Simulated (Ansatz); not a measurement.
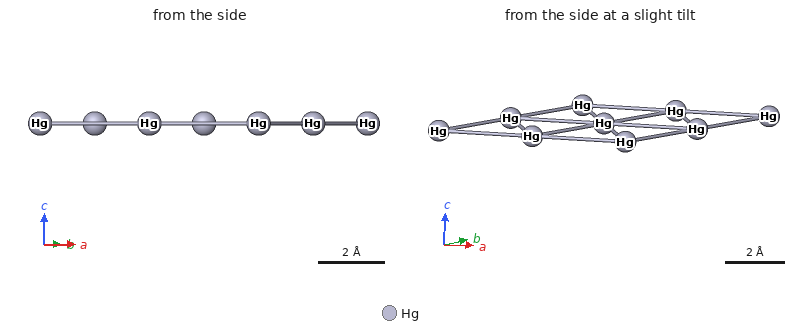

A ball-and-stick picture of a periodic sheet, seen from the side and from the side at a slight tilt. The surface normal points up in side views; the vacuum is left out. 3×2 cells are drawn in the plane, with atoms at the edges repeated.

The cell holds 1 Hg.

Q: How thick is it?

A: About 0.0 Å from the lowest to the highest atom.

Q: Describe the coordination and connectivity.

A: The neighbours of Hg are six Hg at about 3.3 Å. The bonds build Hg layers parallel to the surface.

The cell started as a structure listed in the Materials Project. The cell was then strained or its atoms displaced on purpose. It went into a calculation with Ansatz.
